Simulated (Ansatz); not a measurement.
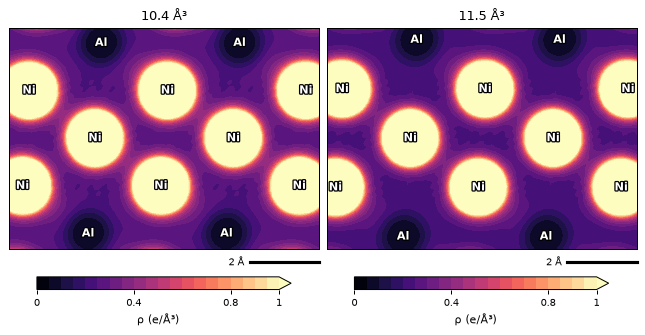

AlNi3. The valence charge density (pseudo) of cells scaled evenly to different volumes (given per atom above each panel), on the (101̄) plane of each (indices in the axes of the cell below), at one length scale and on one colour scale.

A structure from a database of computed crystals, not necessarily the ambient phase; computed without spin polarisation; PAW files of the earlier set (soft_1).

The calculation used DFT PBEsol, scalar-relativistic, plane waves, PAW (Ansatz).

The largest cell:

```cif
data_structure
_symmetry_space_group_name_H-M 'P 1'
_symmetry_Int_Tables_number 1
_cell_length_a 4.1232
_cell_length_b 4.1232
_cell_length_c 4.1232
_cell_angle_alpha 56.819
_cell_angle_beta 56.819
_cell_angle_gamma 56.819
_cell_volume 45.93
loop_
_atom_site_label
_atom_site_type_symbol
_atom_site_fract_x
_atom_site_fract_y
_atom_site_fract_z
_atom_site_occupancy
Al1 Al 0.50000 0.50000 0.50000 1
Ni1 Ni 0.25000 0.25000 0.25000 1
Ni2 Ni 0.00000 0.00000 0.00000 1
Ni3 Ni 0.75000 0.75000 0.75000 1
```

| volume (Å³/atom) | Ni–Ni contact in the plane (Å) | ρ at its midpoint (e/Å³) | pressure (GPa) | 
| --- | --- | --- | --- |
| 10.43 | 2.347 | 0.407 | 12.4 | 
| 10.78 | 2.373 | ? | ? | 
| 11.48 | 2.423 | 0.350 | −7.4 | 

Estimate the missing row, and compare with the calculation.

Answer. Over the known rows ln ρ falls by 1.99 per Å of Ni–Ni distance (the line through the two), which gives 0.387 e/Å³ at 2.373 Å; the calculation gives 0.385 e/Å³. For the pressure, a straight line in volume between the neighbouring rows gives 5.8 GPa; the calculation gives 4.6, lower because pressure rises ever faster on compression.
